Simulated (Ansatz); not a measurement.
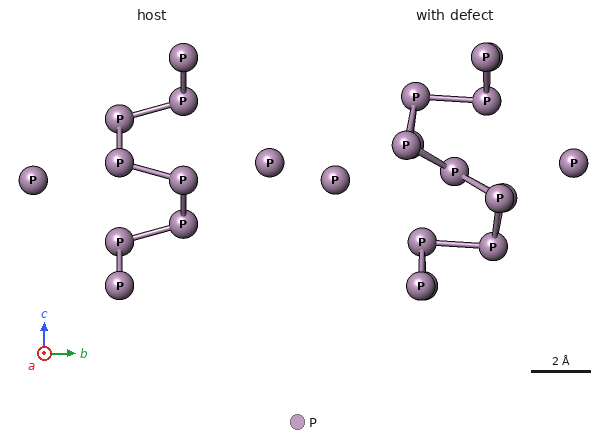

Left: perfect P. Right: the same region with one point defect, after relaxing the atoms in a supercell of 16 sites. Style: ball-and-stick. Shown: the atoms within 4.6 Å of one point, in a slice 4.2 Å thick across the line of sight, along the a axis.

Level of theory: Ansatz, DFT PBE+D3(BJ), scalar-relativistic, plane waves, PAW. Set-up: plane-wave cutoff 420 eV; k-point mesh 6 × 6 × 6; occupations gaussian; smearing width 0.1 eV; mesh shifted by (0.5, 0.5, 0.5); no spin polarisation. The cell is small and the k-mesh coarse, so the numbers are rough. The axes drawn are those of the host's conventional cell.

Which defect is it?

An extra phosphorus atom is put between the host's atoms (an interstitial).

The charge state of the cell is 0.

How does the lattice respond?

The P atom starts with 6 P at 2.01 to 2.09 Å around its place and ends with 6 P at 2.39 to 2.63 Å. Of the host's atoms, a phosphorus atom moves furthest from its site, by 0.82 Å. Relaxing the atoms from the host's sites lowers the energy by 5.88 eV. At a tolerance of 0.02 Å the relaxed supercell has space group P-1.
